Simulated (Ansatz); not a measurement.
## Single-point calculation, with input and output: GaP

GaP (I-4m2, 2 atoms in the cell), computed with DFT r2SCAN, scalar-relativistic, plane waves, PAW, no spin polarisation (Ansatz 0.2.0).

The structure derives from an entry of the Crystallography Open Database. It belongs to a series of runs on one base structure; here: ratio of the length along z to the lengths across it x 0.92, volume and fractional coordinates fixed. Figures and captions count atoms from 1; the log counts them from 0 in places.

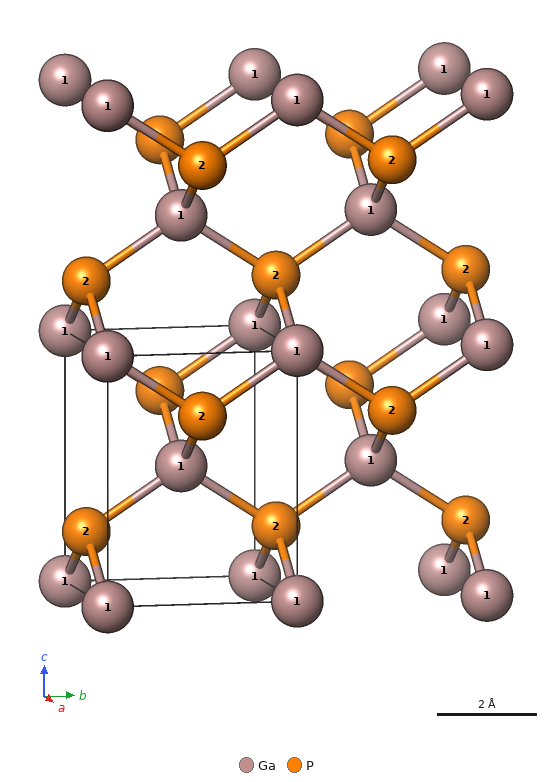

*The structure as given in the input (ball-and-stick view of the cell 2 times as large as that of the calculation, set on its symmetry axes, repeated 1 × 2 × 2, seen slightly off an axis; atoms are numbered from 1 in the order of the input). An atom can appear more than once, as a periodic image.*

Near neighbours in the periodic cell (some may lie outside the picture): Ga has 4 P at 2.36 Å; P has 4 Ga at 2.36 Å.

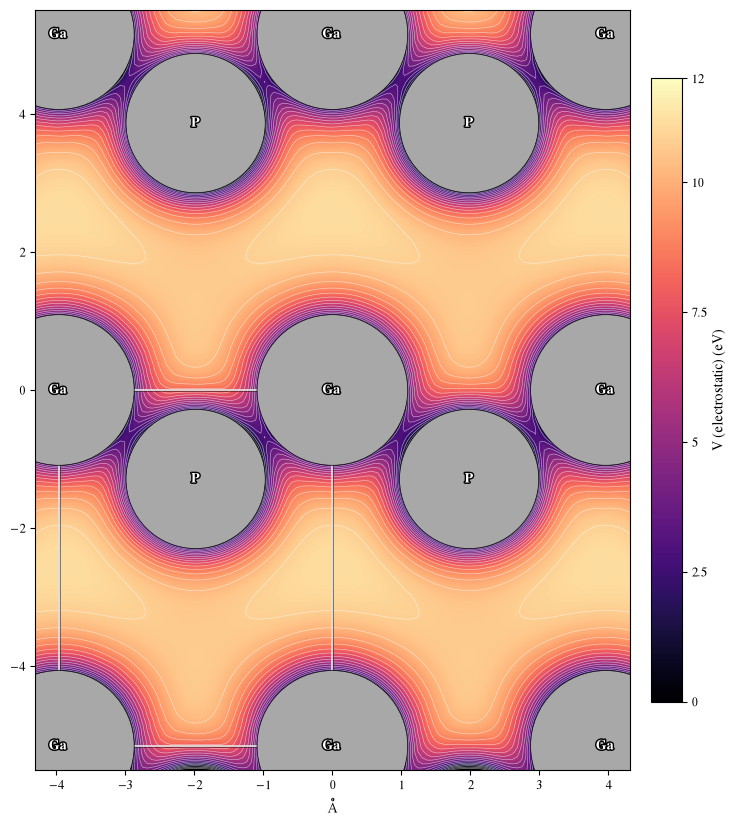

*Electrostatic potential energy of an electron on the (100) plane of the conventional cell. Grey discs, where drawn, cover atomic cores.*

Outside the cores the potential energy rises away from the atoms and is highest about 2.4 Å from the nearest atoms; outside the discs it spans about 10 eV, and its zero is arbitrary. In a PAW calculation such maps are meaningful between the atoms, not at the nuclei.

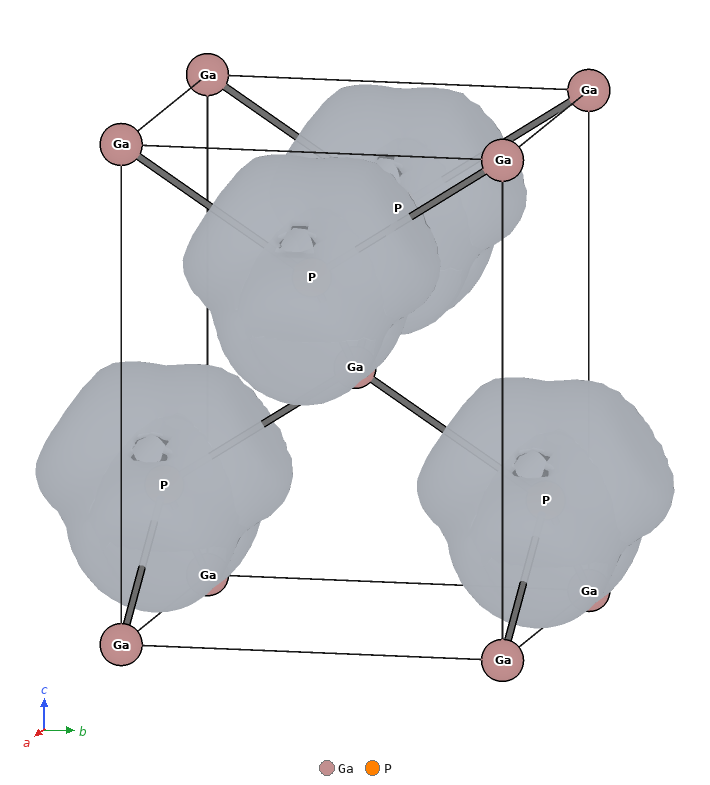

*Isosurface of the ELF at 0.7 (grey), seen slightly off an axis. Core shells and regions of very low density are left out. Sticks mark near contacts. The outline is the cell set on symmetry axes.*

Along the contacts the grid gives the following. Ga–P (2.36 Å): the ELF is about 0.80 at the midpoint.

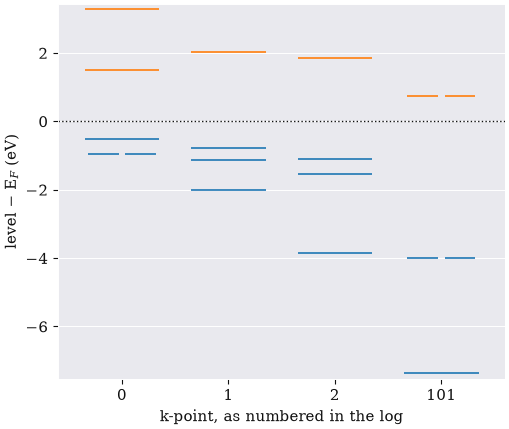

*Kohn–Sham levels near the Fermi level (dotted) at the few k-points that the log prints; levels within 0.02 eV of each other stand side by side.*

Among these points the highest filled and lowest empty levels are 1.26 eV apart; the gap on the full mesh, 1.05 eV, has an edge at a point that isn't printed.

These pictures come from the run below.

## Input file
```yaml
crystal:
  lattice:
    - [0.0, 2.8020576903, 2.5778930751]
    - [2.8020576903, 0.0, 2.5778930751]
    - [2.8020576903, 2.8020576903, 0.0]
  atoms:
    - { symbol: Ga, position: [0.0, 0.0, 0.0] }
    - { symbol: P, position: [0.75, 0.75, 0.75] }
basis:
  ecutwfc: 500
kpoints:
  mp_grid: { grid: [10, 10, 10] }
hamiltonian:
  xc: r2scan
scf:
  occupations: { method: gaussian, width: 0.05 }
output:
  forces: true
  stress: true
  eigenvalues: true
  write_density: true
  write_potential: true
  elf: true
  volumetric_format: npy
```

Command:
```bash
ansatz run input.yaml --threads 1 --pin off --max-ram 2560MiB --backend cpu --events-out ev --progress --plain --runs-dir out
```

## Log
```
Engine: ansatz 0.2.0, x86_64-unknown-linux-gnu
Pseudopotentials: kind: paw
Pseudopotential: Ga, paw, valence charge 13, recommended cutoff 500 eV (meta_gga), Ga.paw.azcp
Pseudopotential: P, paw, valence charge 5, recommended cutoff 500 eV (meta_gga), P.paw.azcp
Functional definition: r2SCAN
  parameter k0 = 0.174
  parameter k1 = 0.065
  parameter a1 = 4.9479
  exchange = r2scan_x(k0 = k0, k1 = k1, a1 = a1)
  correlation = r2scan_c
Crystal: 2 atoms, lattice volume = 40.481 Å³
Basis set: ecut = 500 eV, 1001 PW (Γ), exchange–correlation on 120×120×120 points (64 copies of the dense FFT grid, shifted against one another)
Bands: 13, of which v1, the nominal top of the filled ones, is band 9 counted from 1 (8 counted from 0)
Symmetry: 8 space group operations
Space group: I-4m2 (ITA 119), of the structure as read, at distance tolerance 3.4e-5 Å
k-points: 102 of 1000 (time reversal used)
Non-local potential: Ga, projectors of the file, l = 0: 2, l = 1: 2, l = 2: 3, l = 3: 1
Non-local potential: P, projectors of the file, l = 0: 2, l = 1: 2, l = 2: 2
PAW form: soft (Blöchl's): semilocal exchange-correlation on the pseudo side does not see the compensation charge
PAW frozen core: Ga, regenerated for the run's functional (the file was generated under x = pbe(κ = 0.804, μ = 0.2195149727645171), c = pbe(β = 0.06672455060314922))
PAW frozen core: P, regenerated for the run's functional (the file was generated under x = pbe(κ = 0.804, μ = 0.2195149727645171), c = pbe(β = 0.06672455060314922))
PAW one-centre angular grid: Ga, 590 points (default); XC on 160 Gauss nodes
PAW one-centre angular grid: P, 302 points (default); XC on 160 Gauss nodes
Initial density: superposition of atomic densities (neutral atoms: chi_scale 0, normalization atom), corrected by the library's trained network
Initial wavefunctions: pseudopotential atomic-orbital guess
Functional: x = r2scan, c = r2scan; τ floored in thin density (d = 2e-4 eV/Å³)
SCF iter   1: F=—  HF=-4550.432023 eV  |F-HF|=—  |Δ(HF+E_count)|=         —  Δρ=8.74e-3  dr2=1.77e-2  dr2_τ=7.26e-3  ethr=1.77e-3  ⟨swp⟩=5.9  Hψ=8603  notcnv=0
preconditioner: auto → none  [insulator: Δε(μ)=0.986 eV  Ē_g=16.386 eV  σ=0.050 eV  W_gap=1.00  n_scr=12 (ndim 8)  ℏωp=24.8 eV  f_vac=0.010  D(μ)=0.00/eV (n_scr^D=0)  ε∞_Penn≈3.3]
SCF iter   2: F=—  HF=-4550.442472 eV  |F-HF|=—  |Δ(HF+E_count)|=   1.04e-2  Δρ=2.32e-3  dr2=3.03e-3  dr2_τ=9.41e-5  ethr=9.82e-5  ⟨swp⟩=2.6  Hψ=3563  notcnv=0
SCF iter   3: F=—  HF=-4550.440996 eV  |F-HF|=—  |Δ(HF+E_count)|=   1.48e-3  Δρ=1.74e-3  dr2=5.16e-4  dr2_τ=7.51e-6  ethr=1.68e-5  ⟨swp⟩=2.0  Hψ=2640  notcnv=0
SCF iter   4: F=—  HF=-4550.441226 eV  |F-HF|=—  |Δ(HF+E_count)|=   2.30e-4  Δρ=2.41e-4  dr2=3.92e-5  dr2_τ=4.04e-7  ethr=2.86e-6  ⟨swp⟩=3.0  Hψ=2276  notcnv=0
SCF iter   5: F=—  HF=-4550.441215 eV  |F-HF|=—  |Δ(HF+E_count)|=   1.15e-5  Δρ=8.36e-5  dr2=2.54e-6  dr2_τ=2.96e-8  ethr=2.18e-7  ⟨swp⟩=2.1  Hψ=1691  notcnv=0
SCF iter   6: F=-4550.441214 eV  HF=-4550.441214 eV  |F-HF|=4.46e-8  |Δ(HF+E_count)|=   5.93e-7  Δρ=1.05e-5  dr2=5.34e-8  dr2_τ=3.47e-9  ethr=5.56e-10  ⟨swp⟩=10.7  Hψ=12075  notcnv=0
SCF 1 converged in 6 iterations: F = -4550.441214 eV  dr2 = 5.34e-8
  greatest PAW one-centre occupation: 0.993 electrons in one spin orbital (limit 2), on the Ga atom at site 0 (counted from 0), in its partial waves of l = 2
SCF converged after 6 iterations
Free energy (F): -4550.441214 eV
Harris-Foulkes:  -4550.441214 eV  (|F-HF|=4.46e-8)
Internal energy: -4550.441214 eV  (E = F + TS)
E sigma→0 (E₀):  -4550.441214 eV
Fermi energy:    7.712302 eV
--- Per-component energies (eV) ---
  E_band       = -67.559682
  E_kinetic    = 185.395916
  E_local      = -2200.732897  (includes V_loc(G=0)·N_el)
  E_nonlocal   = 460.470231
  E_hartree    = 1019.555408
  E_xc         = -120.927963
  E_vxc        = -124.744292  (∫ρ·V_xc dr)
  E_paw        = -2579.857106  (= ΣΔE_a)
  E_vpaw       = -433.071937  (= ΣTr[D̂ρ^β])
  E_aug_tail   = -0.000042  (compensation charges beyond the density's cutoff)
  E_vtau       = 6.010077  (kinetic-family band-sum trace: ∫τ·v_τ [+ j·A + Jᵃ·Aᵃ] dr)
  E_ewald      = -1313.600849
  E_core_change = -0.743912  (= ΣΔE_core)
  E_smearing   = -0.000000  (= −TS)
  E_closure    = -0.000000  (closes the sum)
  Σ components = -4550.441214   (vs F -4550.441214, Δ=0.00e0)
--- Forces (eV/Å), atoms counted from 1 ---
  atom   1  Ga    -0.00000000    -0.00000000    -0.00000000
  atom   2  P      0.00000000     0.00000000    -0.00000000
  max |Σ_I F_I| component: 9.71e-17 eV/Å
--- Stress (GPa, compression-positive) ---
       -2.058416       0.000000       0.000000
        0.000000      -2.058416       0.000000
        0.000000       0.000000       3.776947
  P = ⅓ Tr σ = -0.1133 GPa (-1.133 kbar)
--- Band table (eV; the first three rows and the last of 102) ---
  k-point 0: bands = ["-8.1011", "-8.1011", "-8.0775", "-7.9929", "-7.9762", "-6.1093", "6.7550", "6.7550", "7.1870", "9.2171", "10.9904", "11.1905", "11.1905"]
  k-point 1: bands = ["-8.1079", "-8.0977", "-8.0783", "-7.9932", "-7.9756", "-5.9720", "5.7110", "6.5713", "6.9317", "9.7304", "11.1665", "11.4201", "11.6239"]
  k-point 2: bands = ["-8.1306", "-8.0895", "-8.0737", "-7.9935", "-7.9735", "-5.5751", "3.8598", "6.1696", "6.6224", "9.5719", "11.7913", "11.7946", "13.0070"]
  k-point 101: bands = ["-8.2248", "-8.0379", "-8.0270", "-8.0270", "-7.9454", "-2.7617", "0.3399", "3.7253", "3.7253", "8.4455", "8.4467", "18.1480", "18.1480"]
```

## Results in brief

| quantity | value |
| --- | --- |
| outcome | converged |
| space group (tolerance 0.01 Å) | I-4m2 (119) |
| electrons treated | 18 |
| free energy | −4550.4412 eV |
| Fermi energy | 7.712 eV |
| gap on the k-point mesh | 1.05 eV |
| pressure | −0.11 GPa |
| largest force (length of the vector) | under 0.001 eV/Å |
| hardware | 1 thread of Intel Xeon @ 2.50GHz (Skylake/Cascade Lake), 189 GiB of memory available, shared host |
| wall time | 29 s |
| peak memory | 0.51 GiB |
